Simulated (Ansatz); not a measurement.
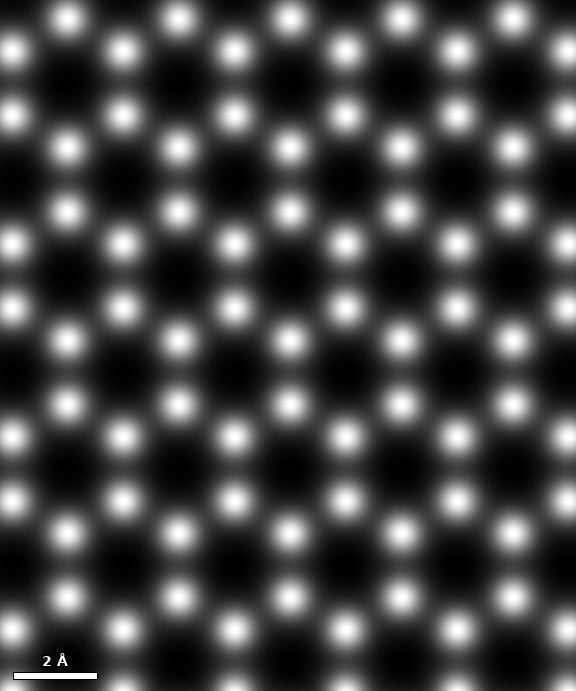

Integrated-DPC-like image of a crystal. Simulated as the projected potential of neutral atoms (B = 0.8 Å²) blurred by a 0.56 Å probe, the thin-sample limit of integrated differential phase contrast.

**Measure the repeat of the pattern.**

The pattern repeats on a hexagonal net with a repeat of 2.7 Å.

**Which plane group does this projection have?**

p6mm: sixfold points with mirror lines through them.

**How many columns does the smallest repeating cell hold, and how many levels of brightness?**

2 columns in the primitive cell of 6.3 Å², all of one brightness.

The crystal is Mo (P6_3/mmc, No. 194) seen along [001]. Structure: coordinates from a relaxation at fixed volume with DFT HSE06, scalar-relativistic, plane waves, PAW (Ansatz); the starting structure was generated, so it need not be a known form of this composition.
